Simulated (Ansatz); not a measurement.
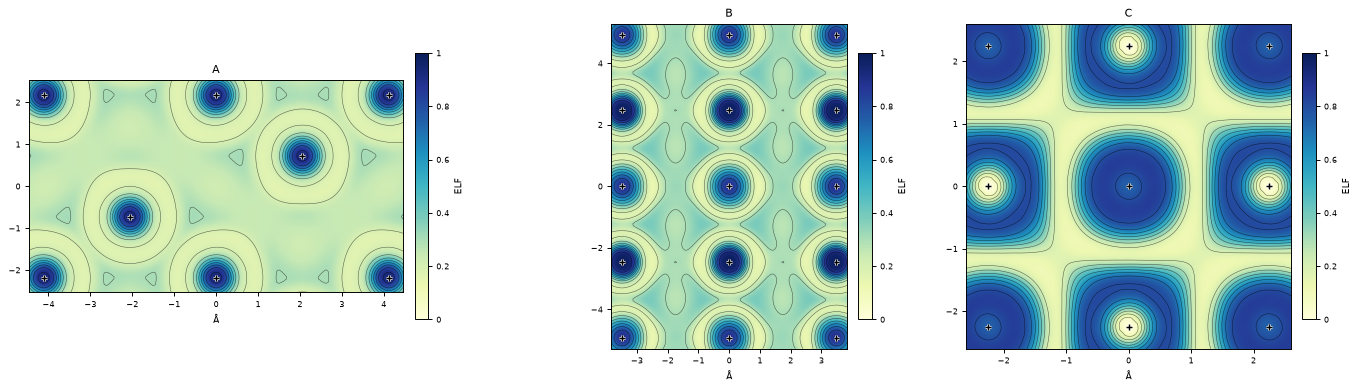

The ELF of 3 systems, each on a plane through atoms (crosses mark nuclei in the plane).

Computed with DFT PBEsol, scalar-relativistic, plane waves, PAW (Ansatz).

System 1: Cu, the (110) plane of the conventional cell. Space group P6₃/mmc; a structure from a database of computed crystals, not necessarily the ambient phase; computed without spin polarisation.

```
Cu
1.0
     2.51980    0.00000    0.00000
    -1.25990    2.18221    0.00000
     0.00000    0.00000    8.23525
Cu
4
Direct
  0.00000 0.00000 0.00000
  0.33333 0.66667 0.25000
  0.00000 0.00000 0.50000
  0.66667 0.33333 0.75000
```

System 2: FeCo3, the (110) plane of the conventional cell. Space group Pm-3m; a structure from a database of computed crystals, not necessarily the ambient phase; spin-polarised.

```
Fe Co
1.0
     3.48765    0.00000    0.00000
     0.00000    3.48765    0.00000
     0.00000    0.00000    3.48765
Fe Co
1 3
Cartesian
  0.0000 0.0000 0.0000
  1.7438 1.7438 0.0000
  1.7438 0.0000 1.7438
  0.0000 1.7438 1.7438
```

System 3: HfN, the (100) plane of the conventional cell. Space group Fm-3m; a structure from a database of computed crystals, not necessarily the ambient phase; computed without spin polarisation.

```
CELL_PARAMETERS angstrom
4.50174 0.00000 0.00000
0.00000 4.50174 0.00000
0.00000 0.00000 4.50174
ATOMIC_POSITIONS crystal
Hf 0.00000 0.00000 0.00000
Hf 0.50000 0.50000 0.00000
Hf 0.50000 0.00000 0.50000
Hf 0.00000 0.50000 0.50000
N 0.50000 0.00000 0.00000
N 0.00000 0.50000 0.00000
N 0.00000 0.00000 0.50000
N 0.50000 0.50000 0.50000
```

Question: Match each panel to its system.

Answer: Panel A is system 1, Cu: the plane holds Cu. Cu–Cu (2.52 Å): the ELF is about 0.20 at the midpoint (no shared electron pair shows on this line). Panel B is system 2, FeCo3: the plane holds Fe and Co. Fe–Co (2.47 Å): the ELF is about 0.25 at the midpoint; no shared electron pair shows on this line. Panel C is system 3, HfN: the plane holds Hf and N. Hf–N (2.25 Å): the ELF peaks at about 0.80 in the valence shell of N, 0.6 Å from its nucleus, and drops to about 0.15 between the two atoms; no localised pair shows between them.
